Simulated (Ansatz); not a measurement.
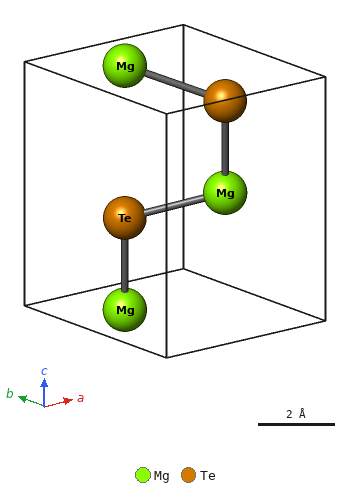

**Figure 1.** The structure (ball-and-stick view of the cell of the calculation, seen at an oblique angle).

## Run report: MgTe, single-point calculation

System: MgTe (P6₃mc, 4 atoms in the cell).
Method: DFT, r2SCAN, plane waves, PAW, no spin polarisation (Ansatz 0.2.0).

The structure derives from an entry of the Crystallography Open Database. The geometry comes from this level: r2SCAN. It belongs to a series of runs on one base structure; here: volume +3%.

**Output**
```
scf.n_extra_bands = 5 over 26 filled bands (N_el = 52.0): the run solves 31 bands
Engine: ansatz 0.2.0, aarch64-unknown-linux-gnu
Pseudopotentials: kind: paw
Pseudopotential: Mg, paw, valence charge 10, recommended cutoff 500 eV (meta_gga), Mg.paw.azcp
Pseudopotential: Te, paw, valence charge 16, recommended cutoff 500 eV (meta_gga), Te.paw.azcp
Functional definition: r2SCAN
  parameter k0 = 0.174
  parameter k1 = 0.065
  parameter a1 = 4.9479
  exchange = r2scan_x(k0 = k0, k1 = k1, a1 = a1)
  correlation = r2scan_c
Crystal: 4 atoms, lattice volume = 139.350 Å³
Basis set: ecut = 500 eV, 3573 PW (Γ), exchange–correlation on 144×144×240 points (64 copies of the dense FFT grid, shifted against one another)
Bands: 31, of which v1, the nominal top of the filled ones, is band 26 counted from 1 (25 counted from 0)
Symmetry: 12 space group operations
Space group: P63mc (ITA 186), of the structure as read, at distance tolerance 5.2e-5 Å
k-points: 21 of 144 (time reversal used)
Non-local potential: Mg, projectors of the file, l = 0: 3, l = 1: 2, l = 2: 1
Non-local potential: Te, projectors of the file, l = 0: 2, l = 1: 2, l = 2: 2, l = 3: 2
PAW form: soft (Blöchl's): semilocal exchange-correlation on the pseudo side does not see the compensation charge
PAW frozen core: Mg, regenerated for the run's functional (the file was generated under x = pbe(κ = 0.804, μ = 0.2195149727645171), c = pbe(β = 0.06672455060314922))
PAW frozen core: Te, regenerated for the run's functional (the file was generated under x = pbe(κ = 0.804, μ = 0.2195149727645171), c = pbe(β = 0.06672455060314922))
PAW one-centre angular grid: Mg, 302 points (default); XC on 224 Gauss nodes
PAW one-centre angular grid: Te, 590 points (default); XC on 160 Gauss nodes
Initial density: superposition of atomic densities (neutral atoms: chi_scale 0, normalization atom), corrected by the library's trained network
Initial wavefunctions: pseudopotential atomic-orbital guess
Functional: x = r2scan, c = r2scan; τ floored in thin density (d = 2e-4 eV/Å³)
SCF iter   1: F=—  HF=-17846.651884 eV  |F-HF|=—  |Δ(HF+E_count)|=         —  Δρ=4.51e-3  dr2=1.37e-2  dr2_τ=3.05e-3  ethr=1.77e-3  ⟨swp⟩=5.0  Hψ=2381  notcnv=0  defer=58
preconditioner: auto → Resta (q_TF=auto, 2.315 Å⁻¹)  ε∞=3.1  [insulator: Δε(μ)=2.959 eV  Ē_g=8.786 eV  n_scr=34 (ndim 8)  ℏωp=12.6 eV  f_vac=0.118  ε∞_Penn≈3.1]
SCF iter   2: F=—  HF=-17846.688724 eV  |F-HF|=—  |Δ(HF+E_count)|=   3.68e-2  Δρ=2.07e-3  dr2=6.06e-3  dr2_τ=8.64e-5  ethr=2.63e-5  ⟨swp⟩=3.0  Hψ=1452  notcnv=0  defer=61
SCF iter   3: F=—  HF=-17846.689344 eV  |F-HF|=—  |Δ(HF+E_count)|=   6.20e-4  Δρ=5.85e-4  dr2=7.45e-4  dr2_τ=1.36e-5  ethr=1.17e-5  ⟨swp⟩=3.0  Hψ=1220  notcnv=0  defer=61
SCF iter   4: F=—  HF=-17846.689410 eV  |F-HF|=—  |Δ(HF+E_count)|=   6.61e-5  Δρ=1.02e-4  dr2=2.28e-5  dr2_τ=1.75e-7  ethr=1.43e-6  ⟨swp⟩=2.0  Hψ=800  notcnv=0  defer=61
SCF iter   5: F=—  HF=-17846.689403 eV  |F-HF|=—  |Δ(HF+E_count)|=   6.79e-6  Δρ=2.29e-5  dr2=9.62e-7  dr2_τ=2.65e-8  ethr=4.39e-8  ⟨swp⟩=2.0  Hψ=816  notcnv=0  defer=23
SCF iter   6: F=-17846.689404 eV  HF=-17846.689404 eV  |F-HF|=8.25e-8  |Δ(HF+E_count)|=   1.69e-7  Δρ=7.39e-6  dr2=8.59e-8  dr2_τ=1.22e-9  ethr=1.92e-10  ⟨swp⟩=12.3  Hψ=3907  notcnv=0
SCF 1 converged in 6 iterations: F = -17846.689404 eV  dr2 = 8.59e-8
  greatest PAW one-centre occupation: 1.000 electrons in one spin orbital (limit 2), on the Mg atom at site 0 (counted from 0), in its partial waves of l = 0
```

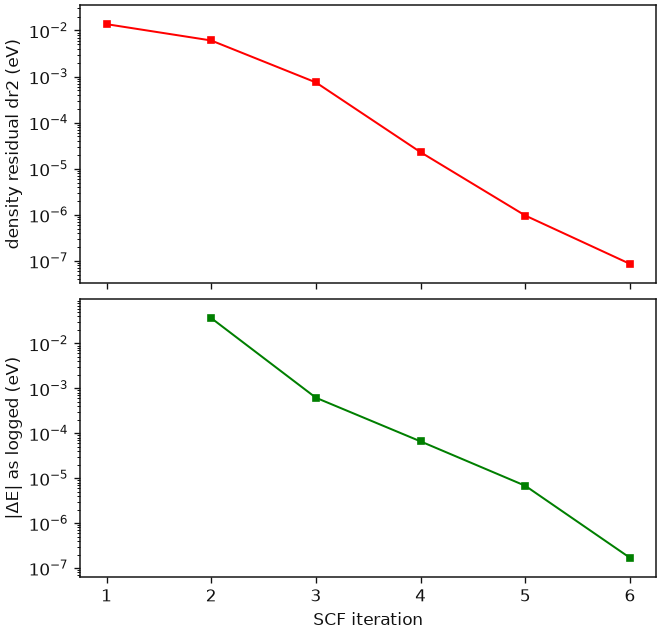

**Figure 2.** Convergence of the self-consistent field: density residual dr2 and size of the energy change against the SCF iteration. The residual falls at every step.

```
SCF converged after 6 iterations
Free energy (F): -17846.689404 eV
Harris-Foulkes:  -17846.689404 eV  (|F-HF|=8.25e-8)
Internal energy: -17846.689404 eV  (E = F + TS)
E sigma→0 (E₀):  -17846.689404 eV
Fermi energy:    3.773997 eV
--- Per-component energies (eV) ---
  E_band       = -1406.126147
  E_kinetic    = 510.368196
  E_local      = -6707.017174  (includes V_loc(G=0)·N_el)
  E_nonlocal   = -427.962756
  E_hartree    = 3187.661089
  E_xc         = -284.222796
  E_vxc        = -301.151608  (∫ρ·V_xc dr)
  E_paw        = -9967.912721  (= ΣΔE_a)
  E_vpaw       = -874.329121  (= ΣTr[D̂ρ^β])
  E_aug_tail   = -0.000081  (compensation charges beyond the density's cutoff)
  E_vtau       = 18.647670  (kinetic-family band-sum trace: ∫τ·v_τ [+ j·A + Jᵃ·Aᵃ] dr)
  E_ewald      = -4158.120455
  E_core_change = 0.517295  (= ΣΔE_core)
  E_smearing   = -0.000000  (= −TS)
  E_closure    = -0.000000  (closes the sum)
  Σ components = -17846.689404   (vs F -17846.689404, Δ=0.00e0)
--- Forces (eV/Å), atoms counted from 1 ---
  atom   1  Mg     0.00000000     0.00000000    -0.00052122
  atom   2  Mg    -0.00000000    -0.00000000    -0.00052122
  atom   3  Te     0.00000000    -0.00000000     0.00047932
  atom   4  Te    -0.00000000     0.00000000     0.00047932
  max |Σ_I F_I| component: 8.38e-5 eV/Å
--- Stress (GPa, compression-positive) ---
       -1.049485       0.000000      -0.000000
        0.000000      -1.049485       0.000000
       -0.000000       0.000000      -1.048637
  P = ⅓ Tr σ = -1.0492 GPa (-10.492 kbar)
--- Band table (eV; the first three rows and the last of 21) ---
  k-point 0: bands = ["-74.2765", "-74.2765", "-39.3748", "-39.3746", "-39.3735", "-39.3735", "-39.3735", "-39.3735", "-32.0071", "-32.0070", "-32.0065", "-32.0065", "-32.0064", "-32.0064", "-31.9965", "-31.9965", "-31.9961", "-31.9961", "-6.6422", "-6.0523", "0.6386", "3.3065", "3.3065", "3.7716", "3.7716", "3.7740", "6.7911", "7.3023", "9.5597", "9.5597", "9.9202"]
  k-point 1: bands = ["-74.2765", "-74.2765", "-39.3748", "-39.3747", "-39.3735", "-39.3735", "-39.3735", "-39.3735", "-32.0071", "-32.0070", "-32.0064", "-32.0064", "-32.0064", "-32.0064", "-31.9964", "-31.9964", "-31.9962", "-31.9962", "-6.5668", "-6.1520", "0.9747", "3.0485", "3.3689", "3.3689", "3.6972", "3.6972", "7.4429", "7.4536", "9.5913", "9.5913", "9.6847"]
  k-point 2: bands = ["-74.2765", "-74.2765", "-39.3747", "-39.3747", "-39.3735", "-39.3735", "-39.3735", "-39.3735", "-32.0071", "-32.0071", "-32.0064", "-32.0064", "-32.0064", "-32.0064", "-31.9963", "-31.9963", "-31.9963", "-31.9963", "-6.3713", "-6.3713", "1.8730", "1.8730", "3.5272", "3.5272", "3.5272", "3.5272", "7.7697", "7.7697", "9.8131", "9.8131", "9.8131"]
  k-point 20: bands = ["-74.2765", "-74.2765", "-39.3747", "-39.3747", "-39.3736", "-39.3736", "-39.3736", "-39.3736", "-32.0069", "-32.0069", "-32.0063", "-32.0063", "-32.0063", "-32.0063", "-31.9962", "-31.9962", "-31.9962", "-31.9962", "-5.9100", "-5.9100", "0.9482", "0.9482", "1.9166", "1.9166", "3.1717", "3.1717", "8.1862", "8.1862", "9.3139", "9.3139", "10.8580"]
```

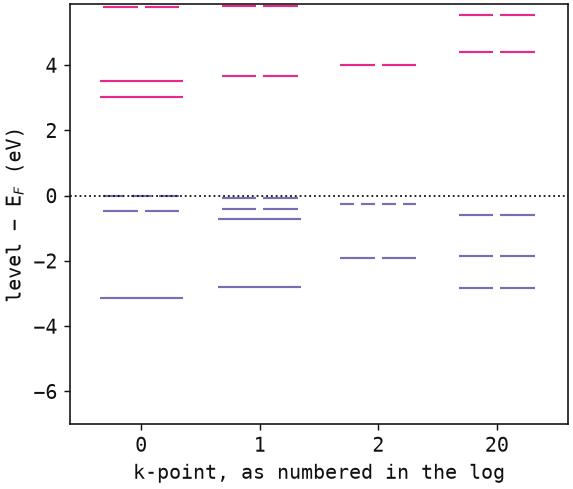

**Figure 3.** Kohn–Sham levels near the Fermi level (dotted) at the few k-points that the log prints; levels within 0.02 eV of each other stand side by side. Among these points the highest filled and lowest empty levels are 3.02 eV apart, which is the gap on the mesh.

The run was set up as follows.

**Input**
```yaml
crystal:
  lattice:
    - [4.622835263, 0.0, 0.0]
    - [-2.3114176315, 4.0034927753, 0.0]
    - [0.0, 0.0, 7.5293975951]
  atoms:
    - { symbol: Mg, position: [0.3333333333, 0.6666666667, 0.004397735] }
    - { symbol: Mg, position: [0.6666666667, 0.3333333333, 0.504397735] }
    - { symbol: Te, position: [0.3333333333, 0.6666666667, 0.380602265] }
    - { symbol: Te, position: [0.6666666667, 0.3333333333, 0.880602265] }
kpoints:
  mp_grid: { grid: [6, 6, 4] }
hamiltonian:
  xc: r2scan
scf:
  occupations: { method: fixed }
  n_extra_bands: 5
output:
  forces: true
  stress: true
  eigenvalues: true
```

Run as:
```bash
ansatz run input.yaml --threads 2 --pin off --max-ram 2764MiB --backend cpu --events-out ev --progress --plain --runs-dir out
```

**Results in brief**

| quantity | value |
| --- | --- |
| outcome | converged |
| space group (tolerance 0.01 Å) | P6₃mc (186) |
| electrons treated | 52 |
| free energy | −17846.6894 eV |
| Fermi energy | 3.774 eV |
| gap on the k-point mesh | 3.02 eV |
| pressure | −1.05 GPa |
| largest force (length of the vector) | 0.001 eV/Å |
| hardware | 2 threads of Arm Neoverse V1, 24 GiB of memory available, shared host |
| wall time | 8.8 s (CPU time 17 s) |
| peak memory | 0.65 GiB |
